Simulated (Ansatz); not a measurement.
## Electronic structure of Ni in real space

Input file:

```
crystal:
  lattice:
    - [-0.0176795, 1.75911025, 1.75911025]
    - [1.75911025, -0.0176795, 1.75911025]
    - [1.75911025, 1.75911025, -0.0176795]
  atoms:
    - { symbol: Ni, position: [0.0, 0.0, 0.0], spin: 1.5 }
magnetization:
  spin_polarized: true
kpoints:
  mp_grid: { grid: [20, 20, 20] }
scf:
  occupations: { method: fermi_dirac, width: 0.05 }
hamiltonian:
  xc: lda
  pseudopotentials: { kind: paw }
output:
  forces: true
  stress: true
  eigenvalues: true
  efg: { contact_densities: true }
  write_density: true
  write_potential: true
  elf: true
  volumetric_format: npy
```

Launched as:

```sh
ansatz run input.yaml --threads 1 --pin off --max-ram 3072MiB --backend cpu --events-out ev --progress --plain --runs-dir out
```

Below, planes, directions and counts refer to the conventional cell (a = 2.51 Å, b = 2.51 Å, c = 6.06 Å, α = 90.00°, β = 90.00°, γ = 120.00°).

Space group R-3m; changed on purpose from its base cell (equal xy, yz and zx shear strains of -1 %, PAW files); computed pressure about −19 GPa in this cell; spin-polarised.

The calculation used Ansatz 0.2.0, DFT, LDA, PAW with Ansatz's default frozen-core files, scalar-relativistic.

The density is the valence pseudo-density of a PAW calculation; it isn't the true density close to the nuclei.

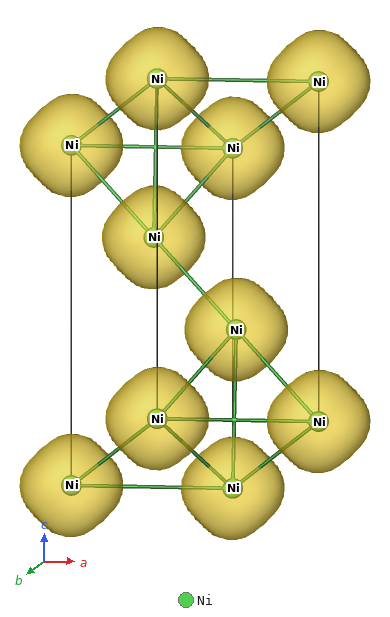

Figure 1. Isosurfaces of the spin density (up minus down) at +0.04 (yellow) and −0.04 e/Å³ (cyan), seen at an oblique angle. Sticks mark near contacts.

**Describe the spin distribution.**

The spin density sits on Ni: +0.7 μB (×3) in one cell of 3 atoms: parallel moments, as they must be, since the calculation's own cell holds one magnetic site. The cell of the calculation (1 atoms) carries 0.6 μB of net spin moment. Only one sign reaches the isovalue.

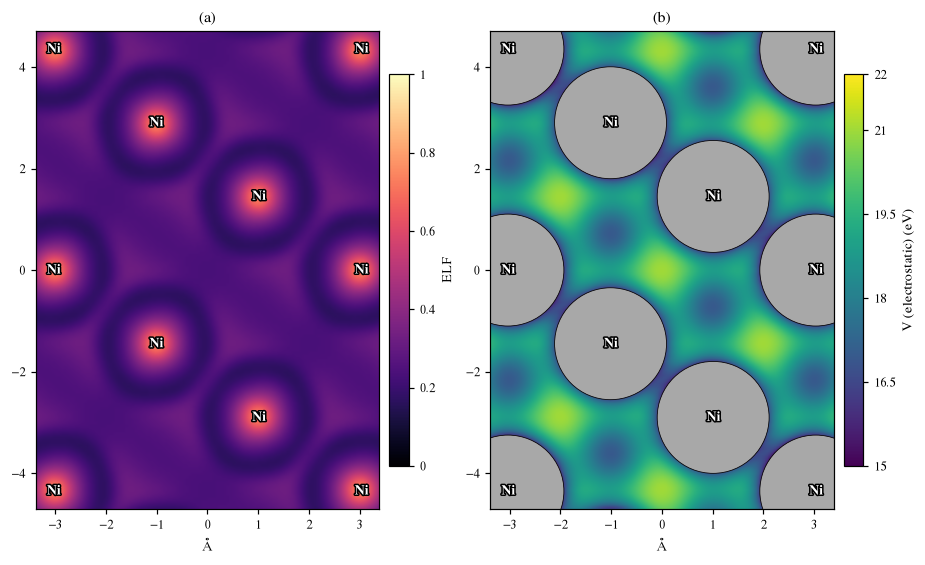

Figure 2. (a) ELF; (b) electrostatic potential (local pseudopotential plus Hartree) felt by an electron on the (110) plane of the conventional cell. Grey discs cover the atomic cores in the potential map.

**What do the fields say about this system?**

Atoms in the plane: Ni.
Ni–Ni (2.49 Å): the ELF is about 0.25 at the midpoint (no localised pair shows between them).
The features right at Ni lie inside the PAW spheres, where the map follows smoothed inner orbitals and isn't to be read closely.
Outside the cores the potential energy rises away from the atoms and is highest about 1.7 Å from the nearest atoms; its zero is arbitrary.

**Does the calculation give a band gap?**

It is metallic or semimetallic at this level of theory: no gap opens.
